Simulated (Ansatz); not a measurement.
**Run report: Zr₁₁S₂₅ (charge +1), geometry relaxation (part 3 of 3)**

Zr₁₁S₂₅ (defect cell, 36 atoms in the cell, total charge +1); DFT PBE, scalar-relativistic, plane waves, PAW, spin-polarised (Ansatz 0.2.0); cutoff 420 eV, 2×2×2 k-mesh, Gaussian smearing of 0.01 eV, collinear spins. The structure derives from a Materials Project entry. It belongs to a series of runs on one base structure; here: S on a Zr site (a), charge +1, atoms relaxed at the host's cell.

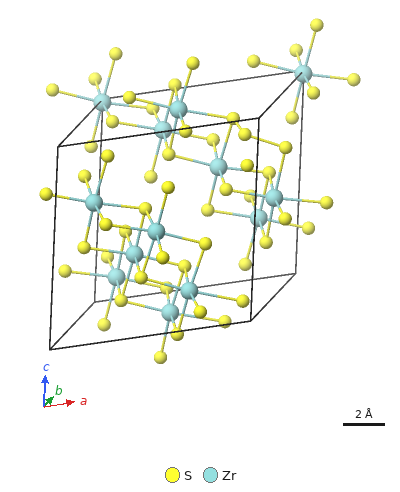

**Figure 1.** The geometry at step 3 of the log (ball-and-stick view of the cell of the calculation, seen slightly off an axis; bonded neighbours outside the cell are drawn too).

File populations.tsv, continued
```
10	Zr	1_4P	-	2.996414	2.996414
10	Zr	2_4D	-	1.343150	1.343150
11	Zr	0_4S	-	0.984067	0.984067
11	Zr	0_5S	-	0.264474	0.264474
11	Zr	1_4P	-	2.997003	2.997003
11	Zr	2_4D	-	1.334898	1.334898
12	S	0_3S	-	0.882986	0.882986
12	S	1_3P	-	2.283486	2.283486
13	S	0_3S	-	0.883062	0.883062
13	S	1_3P	-	2.285198	2.285198
14	S	0_3S	-	0.883162	0.883162
14	S	1_3P	-	2.269632	2.269632
15	S	0_3S	-	0.882986	0.882986
15	S	1_3P	-	2.283521	2.283521
16	S	0_3S	-	0.883033	0.883033
16	S	1_3P	-	2.285185	2.285185
17	S	0_3S	-	0.909733	0.909733
17	S	1_3P	-	2.184803	2.184803
18	S	0_3S	-	0.883067	0.883067
18	S	1_3P	-	2.283585	2.283585
19	S	0_3S	-	0.883096	0.883096
19	S	1_3P	-	2.285178	2.285178
20	S	0_3S	-	0.909713	0.909713
20	S	1_3P	-	2.184697	2.184697
21	S	0_3S	-	0.883084	0.883084
21	S	1_3P	-	2.269653	2.269653
22	S	0_3S	-	0.883048	0.883048
22	S	1_3P	-	2.269671	2.269671
23	S	0_3S	-	0.909669	0.909669
23	S	1_3P	-	2.184738	2.184737
24	S	0_3S	-	0.894979	0.894979
24	S	1_3P	-	2.238261	2.238261
25	S	0_3S	-	0.880827	0.880827
25	S	1_3P	-	2.265824	2.265824
26	S	0_3S	-	0.895039	0.895039
26	S	1_3P	-	2.238307	2.238307
27	S	0_3S	-	0.878674	0.878674
27	S	1_3P	-	2.281824	2.281824
28	S	0_3S	-	0.880761	0.880761
28	S	1_3P	-	2.265908	2.265908
29	S	0_3S	-	0.880839	0.880839
29	S	1_3P	-	2.266905	2.266905
30	S	0_3S	-	0.895043	0.895043
30	S	1_3P	-	2.238275	2.238275
31	S	0_3S	-	0.878735	0.878735
31	S	1_3P	-	2.282023	2.282023
32	S	0_3S	-	0.878624	0.878624
32	S	1_3P	-	2.282076	2.282076
33	S	0_3S	-	0.880779	0.880779
33	S	1_3P	-	2.265852	2.265852
34	S	0_3S	-	0.880846	0.880846
34	S	1_3P	-	2.266895	2.266895
35	S	0_3S	-	0.880723	0.880723
35	S	1_3P	-	2.266867	2.266867
```

Trajectory as extended XYZ (Å, eV, eV/Å), 4 frames, from step=1 to step=4
```
36
Lattice="-7.3704 0.0000 -6.7579 3.6852 6.3830 -6.7579 3.6852 -6.3830 -6.7579" Properties=species:S:1:pos:R:3:forces:R:3 step=1 energy=-68628.42909
S    -1.8405   -3.1862  -14.0100    0.1834   0.0553   0.2056
Zr    1.8450    3.1927  -13.7027    0.0153   0.0071  -0.0008
Zr   -3.5939    0.0428   -6.5841   -0.0534  -0.0232  -0.0641
Zr    1.8367   -3.2876   -6.5834   -0.1339   0.1537  -0.1770
Zr   -0.0779    0.0571  -13.3422    0.0185  -0.1188  -0.0231
Zr    0.0623   -0.0335   -6.8547    0.0381  -0.0162   0.0026
Zr   -0.0867    0.0447    0.1716    0.0520  -0.1032  -0.1221
Zr   -1.8403    3.2624  -13.6122   -0.0110   0.0331   0.0049
Zr   -1.8328    3.0941   -6.5862    0.0453   0.1222  -0.1263
Zr    3.6278   -0.0331  -13.6120   -0.0317  -0.0227  -0.0019
Zr   -3.6011    0.0574  -13.3460   -0.0447  -0.0594   0.0025
Zr    1.8450    3.1931   -6.9486   -0.0120  -0.0090   0.0083
S     0.1041   -2.1740   -8.2506   -0.0146  -0.0070  -0.0386
S     3.6979    4.3690   -8.2537   -0.0032   0.0204  -0.0243
S     1.8592   -5.3076   -8.1729   -0.0017  -0.0036  -0.0842
S    -3.6922   -2.0145   -8.2508    0.0097   0.0238  -0.0202
S     1.9365    1.0013   -8.2541    0.0152  -0.0039  -0.0252
S    -5.5286    1.2839   -8.1663   -0.0008  -0.1520  -0.1057
S     1.7532    1.0008  -15.0087   -0.0320  -0.0023  -0.0156
S    -0.0997    4.2096   -8.2535    0.0122   0.0029  -0.0324
S     3.8789   -2.2185   -8.1571   -0.1417   0.0197  -0.1855
S    -1.8386    1.0482  -14.9315    0.0168  -0.0198  -0.0533
S    -1.8565    1.0728   -8.1731   -0.0071  -0.0193  -0.0709
S    -0.1597   -2.2431  -14.9503   -0.0776   0.0787   0.0895
S    -1.8503   -0.9640  -11.9634    0.0936   0.0962  -0.0684
S    -1.7499   -1.1302   -5.3561    0.0125  -0.0038   0.0618
S     0.1152   -4.3045  -11.9755   -0.1136  -0.0617   0.1369
S     1.8432   -1.0593   -5.3089   -0.0156   0.0142   0.0336
S     0.0161    2.2407  -12.1145   -0.0116  -0.0032   0.0588
S     0.1068    2.0863   -5.3591    0.0437  -0.0297   0.0621
S    -3.7852   -4.2992  -12.0032    0.1863  -0.0262   0.3159
S    -1.8417    5.3172  -12.0661    0.0031   0.0099   0.0292
S     1.8484   -1.0619  -12.0661   -0.0126   0.0228   0.0282
S     3.5839    2.0852  -12.1137   -0.0223  -0.0189   0.0644
S    -3.6976    2.2404  -12.1173    0.0119   0.0425   0.0663
S     5.4411   -1.1308  -12.1170   -0.0166   0.0013   0.0670
36
Lattice="-7.3704 0.0000 -6.7579 3.6852 6.3830 -6.7579 3.6852 -6.3830 -6.7579" Properties=species:S:1:pos:R:3:forces:R:3 step=2 energy=-68628.43814
S    -1.8629   -3.1948  -13.9937    0.0679   0.0603   0.0901
Zr    1.8508    3.1950  -13.6980   -0.0174   0.0275   0.0698
Zr   -3.6013    0.0396   -6.5945    0.0174   0.0111  -0.0164
Zr    1.8386   -3.2887   -6.5816   -0.0163   0.0250  -0.0266
Zr   -0.0482    0.0622  -13.3599   -0.1474  -0.0100  -0.0184
Zr    0.0655   -0.0373   -6.8600   -0.0294   0.0186   0.0047
Zr   -0.0884    0.0421    0.1718    0.0206  -0.0056  -0.0120
Zr   -1.8371    3.2668  -13.6133    0.0082  -0.0493  -0.0008
Zr   -1.8381    3.0982   -6.5956    0.0097  -0.0146  -0.0361
Zr    3.6277   -0.0334  -13.6159    0.0365  -0.0161   0.0112
Zr   -3.6040    0.0539  -13.3545    0.0809   0.0272  -0.0270
Zr    1.8455    3.1927   -6.9407   -0.0031  -0.0010   0.0504
S     0.1041   -2.1785   -8.2620    0.0223  -0.0065   0.0763
S     3.6953    4.3710   -8.2570    0.0038  -0.0001   0.0462
S     1.8605   -5.3076   -8.1897    0.0130   0.0169   0.1084
S    -3.6848   -2.0145   -8.2585   -0.0215  -0.0064   0.0360
S     1.9385    1.0050   -8.2621    0.0046  -0.0039   0.0422
S    -5.5420    1.2768   -8.1743    0.0481  -0.0597   0.0020
S     1.7635    1.0123  -15.0259    0.0167  -0.0186   0.0358
S    -0.0918    4.2094   -8.2623   -0.0251  -0.0099   0.0551
S     3.8621   -2.2417   -8.1903   -0.0616   0.0631   0.0862
S    -1.8277    1.0449  -14.9403   -0.0594   0.0636  -0.0034
S    -1.8586    1.0670   -8.1894   -0.0013   0.0493   0.0576
S    -0.1945   -2.2179  -14.9157    0.0908  -0.0851  -0.0589
S    -1.8202   -0.9272  -11.9847   -0.0950  -0.0523   0.0724
S    -1.7521   -1.1233   -5.3480    0.0202  -0.0177  -0.0539
S     0.1061   -4.3173  -11.9637    0.0245   0.0111  -0.0466
S     1.8408   -1.0572   -5.3026    0.0295  -0.0226  -0.0529
S     0.0184    2.2382  -12.1065    0.0118   0.0619  -0.0401
S     0.1038    2.0801   -5.3532   -0.0178   0.0188  -0.0503
S    -3.7863   -4.3165  -11.9456   -0.0617  -0.0110  -0.1067
S    -1.8425    5.3198  -12.0588    0.0042  -0.0144  -0.0439
S     1.8554   -1.0603  -12.0594    0.0263  -0.0260  -0.0446
S     3.5852    2.0792  -12.0994    0.0115   0.0179  -0.0746
S    -3.6896    2.2410  -12.1076   -0.0076  -0.0277  -0.0617
S     5.4365   -1.1273  -12.1011   -0.0040  -0.0137  -0.0701
36
Lattice="-7.3704 0.0000 -6.7579 3.6852 6.3830 -6.7579 3.6852 -6.3830 -6.7579" Properties=species:S:1:pos:R:3:forces:R:3 step=3 energy=-68628.45271
S    -1.8401   -3.1886  -13.9770    0.0016  -0.0044   0.0245
Zr    1.8468    3.1931  -13.6798   -0.0026  -0.0025  -0.0197
Zr   -3.5969    0.0408   -6.6018   -0.0062  -0.0077   0.0113
Zr    1.8378   -3.2823   -6.6029   -0.0083   0.0013   0.0061
Zr   -0.0732    0.0556  -13.3596    0.0101   0.0051   0.0038
Zr    0.0656   -0.0341   -6.8567   -0.0008  -0.0053  -0.0025
Zr   -0.0807    0.0419    0.1552    0.0022  -0.0056   0.0083
Zr   -1.8391    3.2651  -13.6125    0.0014   0.0102  -0.0047
Zr   -1.8325    3.1002   -6.6022    0.0073   0.0071   0.0042
Zr    3.6273   -0.0347  -13.6134   -0.0121   0.0034  -0.0083
Zr   -3.6059    0.0551  -13.3612   -0.0060   0.0039   0.0067
Zr    1.8456    3.1928   -6.9224    0.0006   0.0033  -0.0165
S     0.0982   -2.1757   -8.2547   -0.0030   0.0005   0.0037
S     3.6921    4.3645   -8.2543    0.0041  -0.0059   0.0032
S     1.8592   -5.3100   -8.1887    0.0020   0.0028   0.0007
S    -3.6859   -2.0185   -8.2531   -0.0018  -0.0035   0.0027
S     1.9366    1.0086   -8.2560   -0.0037   0.0031   0.0041
S    -5.5245    1.2770   -8.1663   -0.0006  -0.0036  -0.0149
S     1.7561    1.0079  -15.0118   -0.0026   0.0041   0.0065
S    -0.0908    4.2073   -8.2553   -0.0009  -0.0033   0.0053
S     3.8704   -2.2310   -8.1678   -0.0024   0.0024  -0.0135
S    -1.8391    1.0518  -14.9454    0.0007  -0.0059  -0.0041
S    -1.8537    1.0731   -8.1876    0.0022   0.0016  -0.0067
S    -0.1796   -2.2301  -14.9240    0.0029   0.0000  -0.0180
S    -1.8408   -0.9347  -11.9713    0.0043  -0.0147  -0.0021
S    -1.7487   -1.1221   -5.3502    0.0002  -0.0006   0.0042
S     0.1121   -4.3161  -11.9707   -0.0097   0.0043  -0.0057
S     1.8437   -1.0608   -5.3111    0.0057   0.0012   0.0015
S     0.0113    2.2378  -12.1082   -0.0017  -0.0012   0.0077
S     0.0999    2.0821   -5.3509    0.0028  -0.0026   0.0008
S    -3.7932   -4.3168  -11.9699    0.0136   0.0043  -0.0082
S    -1.8401    5.3194  -12.0674    0.0000   0.0034  -0.0019
S     1.8474   -1.0618  -12.0688   -0.0010   0.0001   0.0049
S     3.5917    2.0813  -12.1086    0.0008   0.0027   0.0067
S    -3.6901    2.2370  -12.1083    0.0008   0.0007   0.0007
S     5.4416   -1.1231  -12.1094    0.0004   0.0014   0.0093
36
Lattice="-7.3704 0.0000 -6.7579 3.6852 6.3830 -6.7579 3.6852 -6.3830 -6.7579" Properties=species:S:1:pos:R:3:forces:R:3 step=4 energy=-68628.45271
S    -1.8401   -3.1886  -13.9770    0.0015  -0.0044   0.0244
Zr    1.8468    3.1931  -13.6798   -0.0026  -0.0025  -0.0197
Zr   -3.5969    0.0408   -6.6018   -0.0062  -0.0077   0.0113
Zr    1.8378   -3.2823   -6.6029   -0.0084   0.0013   0.0062
Zr   -0.0732    0.0556  -13.3596    0.0101   0.0051   0.0038
Zr    0.0656   -0.0341   -6.8567   -0.0008  -0.0053  -0.0025
Zr   -0.0807    0.0419    0.1552    0.0022  -0.0056   0.0083
Zr   -1.8391    3.2651  -13.6125    0.0014   0.0102  -0.0047
Zr   -1.8325    3.1002   -6.6022    0.0073   0.0070   0.0043
Zr    3.6273   -0.0347  -13.6134   -0.0121   0.0034  -0.0084
Zr   -3.6059    0.0551  -13.3612   -0.0060   0.0039   0.0067
Zr    1.8456    3.1928   -6.9224    0.0006   0.0033  -0.0165
S     0.0982   -2.1757   -8.2547   -0.0030   0.0005   0.0037
S     3.6921    4.3645   -8.2543    0.0041  -0.0059   0.0032
S     1.8592   -5.3100   -8.1887    0.0020   0.0028   0.0007
S    -3.6859   -2.0185   -8.2531   -0.0018  -0.0035   0.0027
S     1.9366    1.0086   -8.2560   -0.0037   0.0031   0.0041
S    -5.5245    1.2770   -8.1663   -0.0006  -0.0036  -0.0149
S     1.7561    1.0079  -15.0118   -0.0026   0.0041   0.0065
S    -0.0908    4.2073   -8.2553   -0.0010  -0.0033   0.0053
S     3.8704   -2.2310   -8.1678   -0.0023   0.0024  -0.0135
S    -1.8391    1.0518  -14.9454    0.0007  -0.0059  -0.0042
S    -1.8537    1.0731   -8.1876    0.0022   0.0016  -0.0067
S    -0.1796   -2.2301  -14.9240    0.0029   0.0000  -0.0180
S    -1.8408   -0.9347  -11.9713    0.0043  -0.0147  -0.0021
S    -1.7487   -1.1221   -5.3502    0.0002  -0.0006   0.0042
S     0.1121   -4.3161  -11.9707   -0.0097   0.0044  -0.0057
S     1.8437   -1.0608   -5.3111    0.0057   0.0012   0.0016
S     0.0113    2.2378  -12.1082   -0.0017  -0.0012   0.0077
S     0.0999    2.0821   -5.3509    0.0027  -0.0025   0.0008
S    -3.7932   -4.3168  -11.9699    0.0136   0.0042  -0.0082
S    -1.8401    5.3194  -12.0674   -0.0001   0.0034  -0.0019
S     1.8474   -1.0618  -12.0688   -0.0010   0.0000   0.0049
S     3.5917    2.0813  -12.1086    0.0008   0.0027   0.0067
S    -3.6901    2.2370  -12.1083    0.0008   0.0007   0.0007
S     5.4416   -1.1231  -12.1094    0.0004   0.0015   0.0093
```

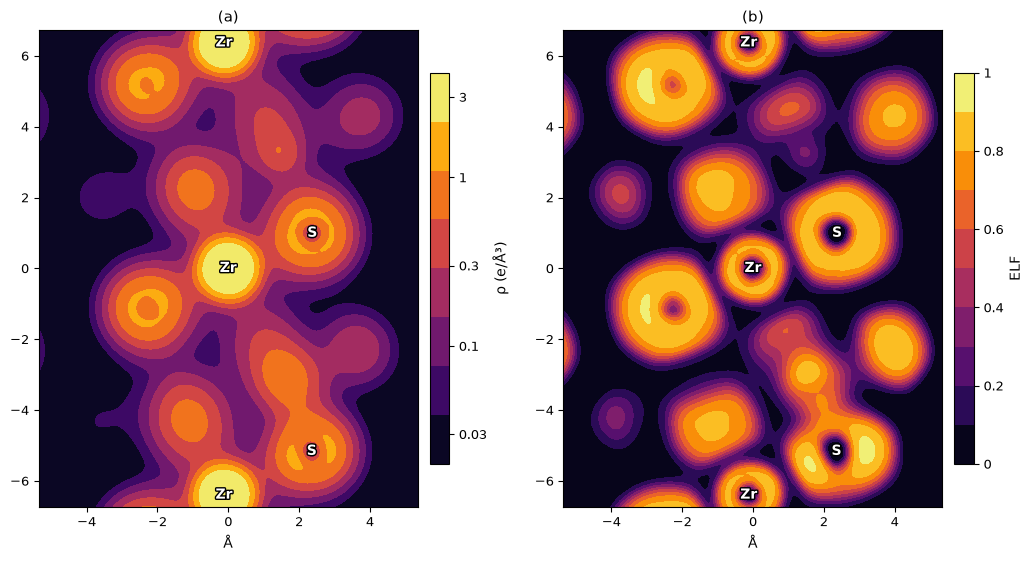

**Figure 2.** (a) valence charge density (pseudo); (b) ELF on the (011) plane of the calculation cell. The section cuts through Zr and S sites. Zr–S (2.57 Å): ρ is about 0.43 e/Å³ halfway; the ELF is about 0.40 at the midpoint. Zr–S (2.77 Å): the density is about 0.3 e/Å³ at the midpoint; the ELF is about 0.40 at the midpoint. Away from the nuclei the density in this plane falls to 0.003 e/Å³ at its lowest. The strong features right at Zr lie inside the PAW spheres (semicore, d or f shells) and say nothing about bonding. The fields are those of the smooth PAW valence density.

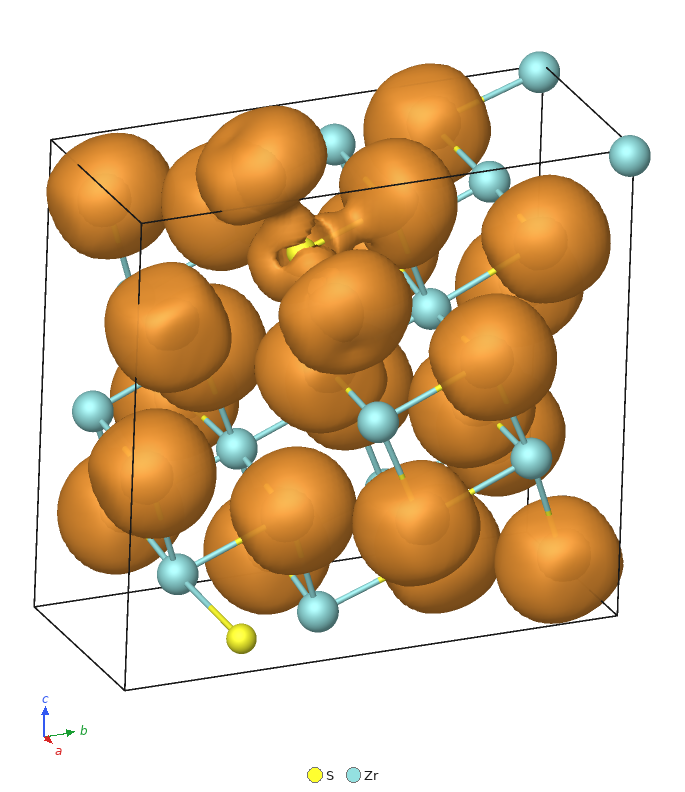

**Figure 3.** Isosurface of the ELF at 0.7 (orange), seen slightly off an axis. Only the valence region is drawn (cores and ρ < 0.01 e/Å³ removed). Sticks mark near contacts. The outline is the calculation cell. Along the contacts the grid gives the following. Zr–S (2.46 Å): the ELF is about 0.40 at the midpoint.

This output came from the following input.

The input
```yaml
crystal:
  lattice:
    - [-7.3704169265, 1.0e-10, -6.757906724]
    - [3.6852084633, 6.3829682948, -6.757906724]
    - [3.6852084632, -6.3829682949, -6.757906724]
  atoms:
    - { symbol: S, position: [0.8575179944, 0.358221334, 0.8573860712], spin: 0.143 }
    - { symbol: Zr, position: [0.5090051461, 1.0094253451, 0.5092309849] }
    - { symbol: Zr, position: [0.64983212, 0.1655799111, 0.1588701736] }
    - { symbol: Zr, position: [0.15859156, 0.1502662085, 0.6653253049] }
    - { symbol: Zr, position: [0.6651508615, 0.6590554926, 0.6501062581] }
    - { symbol: Zr, position: [0.332470908, 0.3383032716, 0.3435439641] }
    - { symbol: Zr, position: [-0.0006210407, -0.0088812057, -0.0158865137] }
    - { symbol: Zr, position: [0.837877681, 0.8437484762, 0.332639872] }
    - { symbol: Zr, position: [0.4906422198, 0.4843469418, -0.0004014382] }
    - { symbol: Zr, position: [0.3432696324, 0.8328936559, 0.8380735952] }
    - { symbol: Zr, position: [0.9840170427, 0.4999242522, 0.4909270838] }
    - { symbol: Zr, position: [0.175857109, 0.6763019927, 0.1760540309] }
    - { symbol: S, position: [0.3975432819, 0.2413695087, 0.5819656844] }
    - { symbol: S, position: [0.0726332275, 0.9165956941, 0.2321127337] }
    - { symbol: S, position: [0.2349549573, 0.0714521113, 0.9029742354] }
    - { symbol: S, position: [0.7409400487, 0.0821812483, 0.3977883083] }
    - { symbol: S, position: [0.231973929, 0.5731443818, 0.4162806563] }
    - { symbol: S, position: [0.9028693994, 0.2533380819, 0.052195976], spin: 0.143 }
    - { symbol: S, position: [0.5817240021, 0.8979894338, 0.7411928805] }
    - { symbol: S, position: [0.4161186293, 0.7323449674, 0.0728449127] }
    - { symbol: S, position: [0.0514949078, 0.4039875794, 0.7515608439], spin: 0.143 }
    - { symbol: S, position: [0.9027958141, 0.7354558092, 0.5712352368] }
    - { symbol: S, position: [0.5710558365, 0.4032118491, 0.2351406221] }
    - { symbol: S, position: [0.7518704525, 0.5544910144, 0.9059129633], spin: 0.143 }
    - { symbol: S, position: [0.7574559162, 0.4308994254, 0.581927797], spin: 0.143 }
    - { symbol: S, position: [0.4224671393, 0.0965168827, 0.2735799161] }
    - { symbol: S, position: [0.5802702292, 0.2587150764, 0.9330862765], spin: 0.143 }
    - { symbol: S, position: [0.0951423327, 0.2622419503, 0.4282016865] }
    - { symbol: S, position: [0.5960927408, 0.7737921343, 0.4227509038] }
    - { symbol: S, position: [0.2546810027, 0.43259532, 0.1057373653] }
    - { symbol: S, position: [0.9344380078, 0.0841021235, 0.7576368683], spin: 0.143 }
    - { symbol: S, position: [0.7617423794, 0.9283829446, 0.0953560428] }
    - { symbol: S, position: [0.4279661746, 0.5955729741, 0.7619359162] }
    - { symbol: S, position: [0.2733373385, 0.9229375795, 0.5962531078] }
    - { symbol: S, position: [0.932139833, 0.6059561065, 0.2549624454] }
    - { symbol: S, position: [0.1055168352, 0.7551660273, 0.932326177] }
  host:
    lattice:
      - [3.6852084633, 0.0, 0.0]
      - [-1.8426042316, 3.1914841474, 0.0]
      - [0.0, 0.0, 6.757906724]
    atoms:
      - { symbol: Zr, position: [0.0, 0.0, 0.0] }
      - { symbol: S, position: [0.6666666667, 0.3333333333, 0.785683562] }
      - { symbol: S, position: [0.3333333333, 0.6666666667, 0.214316438] }
total_charge: 1
basis:
  ecutwfc: 420
  xc_grid: 2
kpoints:
  mp_grid: { grid: [2, 2, 2], shift: [0.5, 0.5, 0.5] }
hamiltonian:
  xc: pbe
scf:
  occupations: { method: gaussian, width: 0.01 }
output:
  forces: true
  stress: false
  eigenvalues: true
  populations: true
  charged_corrections:
    defect_position: [0.83333333, 0.33333333, 0.83333333]
    epsilon: [[53.0181, 0.0, 0.0], [0.0, 53.0181, 0.0], [0.0, 0.0, 3.7274]]
  write_density: true
  write_potential: true
  elf: true
  volumetric_format: npy
magnetization:
  spin_polarized: true
relax:
  adjacent_minimum: "off"
  f_tol: 0.025
  max_steps: 45
```

Command:
```bash
ansatz run input.yaml --threads 4 --pin off --max-ram 10240MiB --backend cpu --events-out ev --progress --plain --runs-dir out
```

Summary

| quantity | value |
| --- | --- |
| outcome | converged |
| electrons treated | 281 |
| free energy | −68628.4527 eV |
| Fermi energy | 4.613 eV |
| gap on the k-point mesh | 0.17 eV |
| net moment of the cell | 0.00 μB |
| integrated absolute moment | 0.00 μB |
| final volume | 953.78 Å³ |
| largest force (length of the vector) at the end | 0.025 eV/Å |
| hardware | 4 threads of Intel Xeon @ 2.50GHz (Skylake/Cascade Lake), 189 GiB of memory available, shared host |
| wall time | 7.9 min (CPU time 29 min) |
| peak memory | 3.6 GiB |

Notes

Warnings of the run: some starting moments were not kept. The cell is charged and computed with a neutralising background, so its energy and pressure depend on the cell and aren't those of a real crystal.
